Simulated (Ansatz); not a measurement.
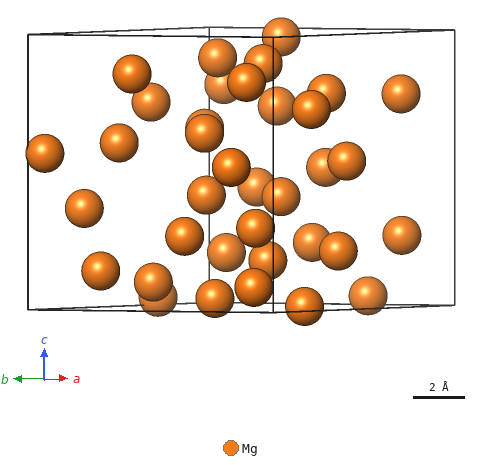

Starting frame of a dynamics run of a 36-atom cell of Mg. It starts from the last geometry of an earlier run, with fresh velocities. A spheres-only model of the simulation cell, seen from a free direction.

Level of theory: Ansatz 0.2.0, DFT PBEsol, scalar-relativistic, plane waves, PAW.

Input file:
```yaml
accuracy: low
crystal:
  lattice:
    - [10.08925, 0.0, 0.0]
    - [-5.044625, 8.737547, 0.0]
    - [0.0, 0.0, 10.923295]
  atoms:
    - { symbol: Mg, position: [-0.02428575, -0.07799281, -0.21083916] }
    - { symbol: Mg, position: [0.11858708, 0.16549885, 0.08267971] }
    - { symbol: Mg, position: [-0.1111274, -0.35964805, 0.71633855] }
    - { symbol: Mg, position: [-0.19662944, 0.0719601, 0.76841224] }
    - { symbol: Mg, position: [-0.01446084, 0.34096061, 0.02754958] }
    - { symbol: Mg, position: [0.20155798, 0.50906739, 0.26259022] }
    - { symbol: Mg, position: [0.08020239, 0.22927102, 0.51889649] }
    - { symbol: Mg, position: [0.25993051, 0.81909361, 0.59712028] }
    - { symbol: Mg, position: [0.09708702, 0.64639189, -0.14648066] }
    - { symbol: Mg, position: [0.12215495, 0.79258391, 0.13581844] }
    - { symbol: Mg, position: [0.22389346, 0.93487295, 0.35887842] }
    - { symbol: Mg, position: [0.31257422, 1.0749439, 0.72484537] }
    - { symbol: Mg, position: [0.31281737, 0.10242218, 0.0089007] }
    - { symbol: Mg, position: [0.61813949, 0.42443258, 0.39643351] }
    - { symbol: Mg, position: [0.04743701, -0.03485606, 0.56341565] }
    - { symbol: Mg, position: [0.50197103, 0.41120037, 0.88319945] }
    - { symbol: Mg, position: [0.19419337, 0.2515852, -0.17551979] }
    - { symbol: Mg, position: [0.29253736, 0.45315033, 0.03501386] }
    - { symbol: Mg, position: [0.24380136, 0.25102833, 0.29325928] }
    - { symbol: Mg, position: [0.29314874, 0.49596851, 0.63463205] }
    - { symbol: Mg, position: [0.37642997, 0.76626228, 0.08882569] }
    - { symbol: Mg, position: [0.50615098, 1.10810067, 0.20506023] }
    - { symbol: Mg, position: [0.41380862, 0.57754175, 0.40568831] }
    - { symbol: Mg, position: [0.53638761, 0.89398617, 0.73726232] }
    - { symbol: Mg, position: [0.70087552, -0.01326205, 0.02311187] }
    - { symbol: Mg, position: [0.86332015, 0.11292184, 0.2525974] }
    - { symbol: Mg, position: [0.52327679, 0.08632309, 0.53143996] }
    - { symbol: Mg, position: [0.61739829, 0.23875554, 0.77380792] }
    - { symbol: Mg, position: [0.8609036, 0.47638235, 0.2234958] }
    - { symbol: Mg, position: [0.89335988, 0.72631822, 0.42108216] }
    - { symbol: Mg, position: [0.87111527, 0.42965214, 0.49620444] }
    - { symbol: Mg, position: [0.82303703, 0.57512122, 0.96987643] }
    - { symbol: Mg, position: [0.4838617, 0.37896273, 0.16836468] }
    - { symbol: Mg, position: [0.71310215, 0.7172651, 0.18804289] }
    - { symbol: Mg, position: [0.61626423, 0.73422993, 0.64199843] }
    - { symbol: Mg, position: [0.62717809, 0.68950437, 0.89799728] }
basis:
  ecutwfc: 150.0
kpoints:
  mp_grid: { grid: [1, 1, 1] }
hamiltonian:
  xc: pbesol
scf:
  occupations: { method: fermi_dirac, width: 0.16 }
  lower_state_search: "off"
  max_iter: 73
md:
  timestep: 2
  n_steps: 200
  ensemble: nvt_langevin
  temperature: 1080.0
  initial_velocities: maxwell_boltzmann
  seed: 362262
  friction: 0.02
```

Command:
```bash
ansatz run input.yaml --threads 4 --pin off --max-ram 10240MiB --backend cpu --events-out ev --progress --plain --runs-dir out
```

Predict how the run goes.

Answer. The mean temperature in the second half is 941 K (standard deviation 88 K). The potential energy in the second half lies on average 124 meV per atom below the first frame. In the second half of the run the atoms are, in the root-mean-square, this far from where they began (common drift taken out): Mg 0.94 Å. That is a large part of the typical shortest distance between atoms in the first frame, about 2.7 Å and still growing: the atoms leave their places as in a liquid. The plane-wave cutoff is below what these potentials need, so energies and forces are off.

Along the run (each row but the first and the last is the mean over the interval that it begins):

```tsv
time (fs)	potential energy (meV/atom)	T (K)
0.0	0.0	1050
66.0	-116.7	1172
132.0	-124.5	1000
198.0	-129.2	892
264.0	-119.4	951
330.0	-122.9	976
396.0	-119.9	984
```

The paths of the atoms:

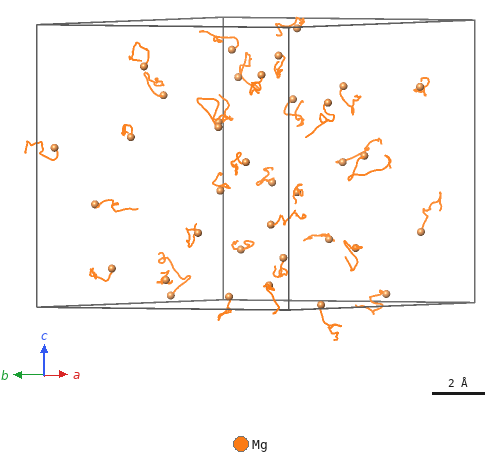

Limits of the set-up: the k-point mesh is coarse for a cell with partly filled bands; the cutoff lies below the recommended one; the program's low-accuracy preset was used.
